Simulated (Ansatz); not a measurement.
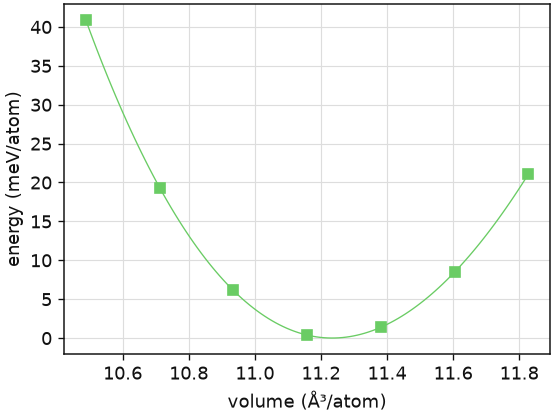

Plotted: energy against volume for ZrO₂, space group P4_2/nmc (No. 137).

The given structure:
```xyz
6
Lattice="3.5961 0.0000 0.0000 0.0000 3.5961 0.0000 0.0000 0.0000 5.1770" Properties=species:S:1:pos:R:3 pbc="T T T"
Zr    1.7980    1.7980    2.5885
Zr    0.0000    0.0000    0.0000
O     1.7980    0.0000    4.1261
O     1.7980    0.0000    1.5376
O     0.0000    1.7980    3.6394
O     0.0000    1.7980    1.0509
```

Calculation (Ansatz 0.2.0): plane-wave DFT, no spin polarisation; energies at scaled volumes of the given cell, shape and fractions fixed, counted from the fit's minimum, third-order Birch-Murnaghan fit. Level: PBE with D4.

| setting | value |
| --- | --- |
| k mesh | 7×7×5 |
| occupations | Fermi–Dirac |
| smearing width | 0.05 eV |
| potentials | Ansatz PAW |
| wave cutoff | 420 eV |
| density cutoff | 1680 eV |

This calculation gives: equilibrium volume 11.23 Å³/atom and bulk modulus 235 GPa.

Now the level changes from PBE with D4 to RPBE with D4. How do these quantities change?

The equilibrium volume hardly changes (11.23 and 11.24 Å³/atom) and the bulk modulus falls from 235 to 226 GPa (−3.8 %).

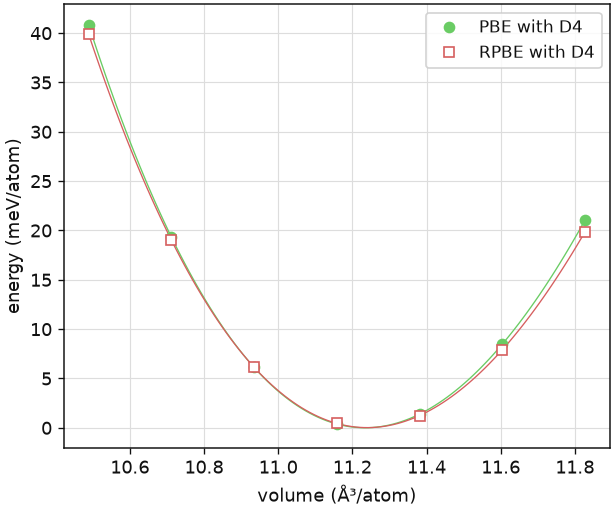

The two results together.

For PBE with D4, limits of the calculation: shape and atomic fractions are frozen while scaling, which makes layered, chain and framework solids too stiff.

For RPBE with D4, limits of the calculation: the functional was run on potentials made for another functional; shape and atomic fractions are frozen while scaling, which makes layered, chain and framework solids too stiff.

V0 and the bulk modulus come from third-order Birch–Murnaghan fits.
